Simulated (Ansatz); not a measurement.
AlCo: several calculations on one system

Part 1: Relaxation

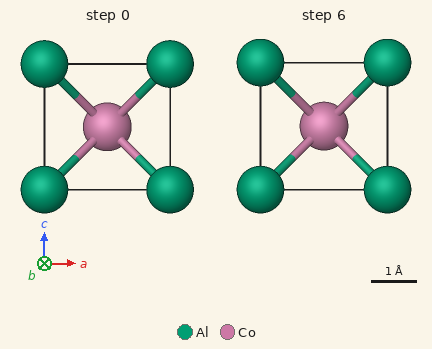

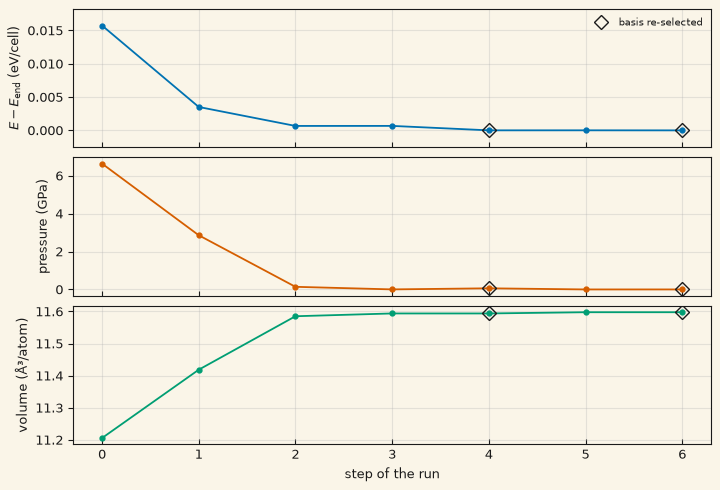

First and last geometry of a relaxation of solid AlCo (set up in Pm-3m), with the history of the run. A ball-and-stick model of the cell of the calculation, seen along the b axis.

Method: DFT PBE, scalar-relativistic, plane waves, PAW (Ansatz). Settings: plane-wave cutoff 420 eV; k-point mesh 14 × 14 × 14; occupations gaussian; smearing width 0.1 eV; collinear spin; cell and atoms relaxed; force threshold 0.005 eV/Å; at most 80 steps.

### Read the history and describe the run.

It converged. No atom moves by more than 0.005 Å relative to the cell. Cell: a = b = c 2.819 → 2.852 Å (+1.2 %). Volume +3.5 %. Some distances before and after: Al–Co 2.442 → 2.470 Å. The space group stays Pm-3m (No. 221). Over 4 accepted moves (6 points after the start) the energy falls by 15.7 meV per cell of the calculation. All forces vanish by symmetry, so only the cell relaxes. The pressure goes from 6.64 to 0.00 GPa. The SCF was repeated twice at an unchanged geometry on a basis and grid sized afresh for the cell, which shifted the energy by 0.7 meV per cell of the calculation at most. The program noted that the starting moments weren't kept. Cost: 29 s on 1 thread of AMD EPYC 7R13 Processor (Zen 3) (shared host), peak memory 0.42 GiB.

Part 2: Series

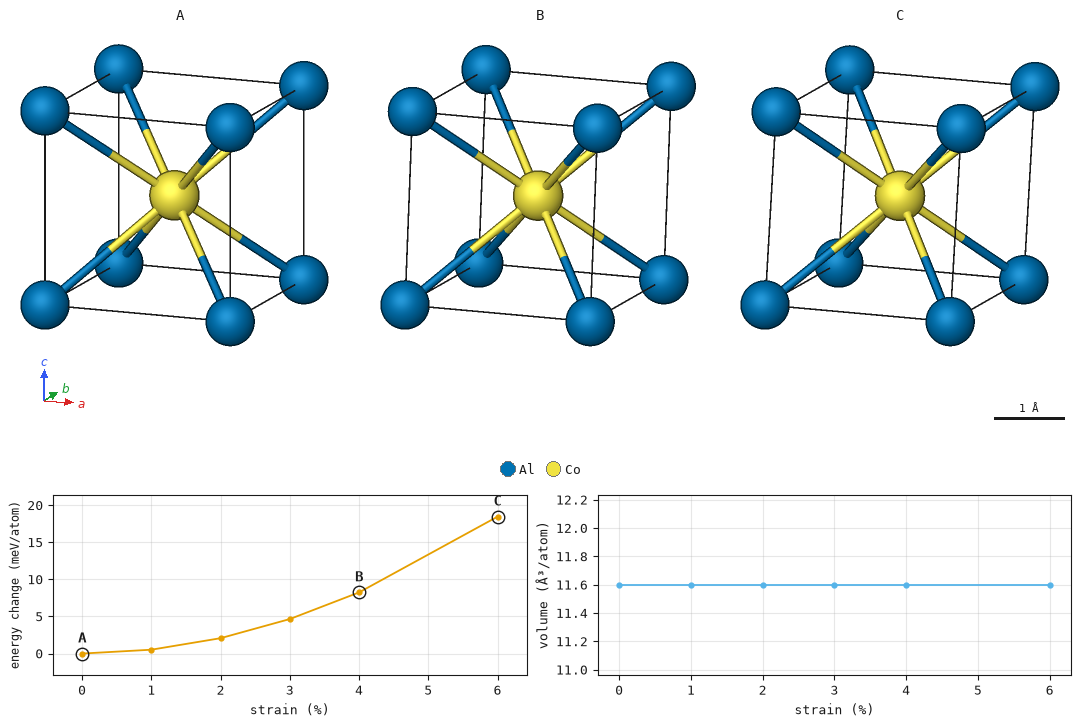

Members of a series of calculations on a crystal of AlCo (set up in Pm-3m), marked on the first curve. Style: ball-and-stick. Shown: the cell of the calculation, slightly off an axis.

All numbers below come from DFT PBE, scalar-relativistic, plane waves, PAW (Ansatz 0.2.0). (plane-wave cutoff 420 eV; k-point mesh 18 × 18 × 18; occupations gaussian; smearing width 0.1 eV; no spin polarisation)

> Which kind of strain is it, and how does the structure respond?

Shear of c along a, cell held, atoms relaxed. A (strain 0.0 %): energy change 0.0 meV/atom, volume 11.60 Å³ per atom. B (strain 4.0 %): energy change 8.3 meV/atom, volume 11.60 Å³ per atom. C (strain 6.0 %): energy change 18.5 meV/atom, volume 11.60 Å³ per atom. The rest compares A with C. The drawn cell changes at constant volume: a = b unchanged at 2.852 Å, c 2.852 → 2.857 Å (+0.2 %), β 90.0° → 86.6°. Among the bonded contacts that change: Al–Co 2.470 → 2.421 to 2.520 Å.

Part 3: Series

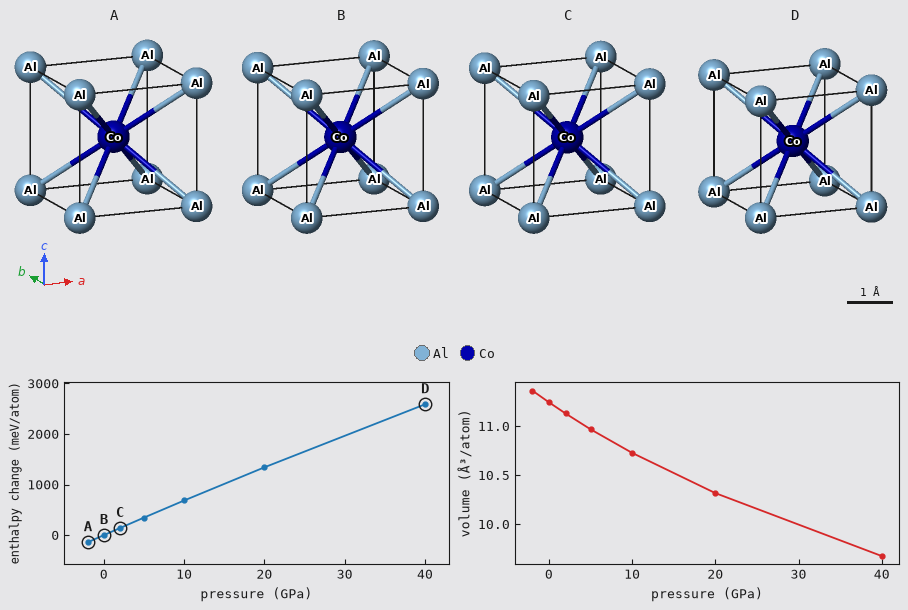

Members of a series of calculations on solid AlCo (set up in Pm-3m), marked on the first curve. Style: ball-and-stick. Shown: the cell of the calculation, slightly off an axis.

Computed with DFT PBEsol, scalar-relativistic, plane waves, PAW in Ansatz 0.2.0. Set-up: plane-wave cutoff 420 eV; occupations gaussian; smearing width 0.1 eV; no spin polarisation. The k-mesh is chosen for each cell (14×14×14, 16×16×16).

Q: Describe the series.

A: The structure is relaxed at several pressures. A (pressure −2.0 GPa): enthalpy change −141 meV/atom, volume 11.36 Å³ per atom. B (pressure 0.0 GPa): enthalpy change 0.0 meV/atom, volume 11.24 Å³ per atom. C (pressure 2.0 GPa): enthalpy change 140 meV/atom, volume 11.13 Å³ per atom. D (pressure 40.0 GPa): enthalpy change 2588 meV/atom, volume 9.68 Å³ per atom. The rest compares A with D. The volume changes by −14.9 %, with a = b = c 2.833 → 2.685 Å (−5.2 %). Some distances before and after: Al–Co 2.453 → 2.325 Å.
